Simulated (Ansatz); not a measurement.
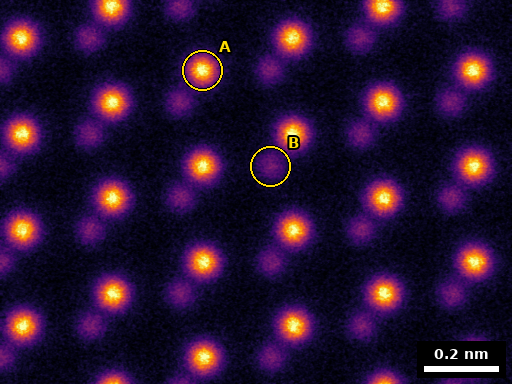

Dark-field STEM-like image of SiC (F-43m, No. 216) along [110]. The image is simulated as a sum over atoms of Z^1.8, blurred by a 0.57 Å probe (no channelling). The probe carries 25 % of its weight in a tail 2.5 times as wide. The display is stretched by a gamma of 0.8; percentages refer to the linear signal. Shot noise and a slight drift were added. Structure: the geometry relaxed (final pressure about 13 GPa) with DFT PBEsol, scalar-relativistic, plane waves, PAW (Ansatz 0.2.0); the starting structure was generated, so it need not be a known form of this composition.

```cif
data_structure
_symmetry_space_group_name_H-M 'P 1'
_symmetry_Int_Tables_number 1
_cell_length_a 4.2794
_cell_length_b 4.2794
_cell_length_c 4.2794
_cell_angle_alpha 90.000
_cell_angle_beta 90.000
_cell_angle_gamma 90.000
_cell_volume 78.37
loop_
_atom_site_label
_atom_site_type_symbol
_atom_site_fract_x
_atom_site_fract_y
_atom_site_fract_z
_atom_site_occupancy
Si1 Si 0.00000 0.00000 0.00000 1
C1 C 0.25000 0.25000 0.75000 1
Si2 Si 0.00000 0.50000 0.50000 1
C2 C 0.25000 0.75000 0.25000 1
Si3 Si 0.50000 0.00000 0.50000 1
C3 C 0.75000 0.25000 0.25000 1
Si4 Si 0.50000 0.50000 0.00000 1
C4 C 0.75000 0.75000 0.75000 1
```

**Name the elements in each circled column.**

A: Si (1 Si per 3.03 Å along the beam; the brightest kind). B: C (1 C per 3.03 Å along the beam; about 20 % of the brightest peak). Brightness is counted from the darkest point of the image.
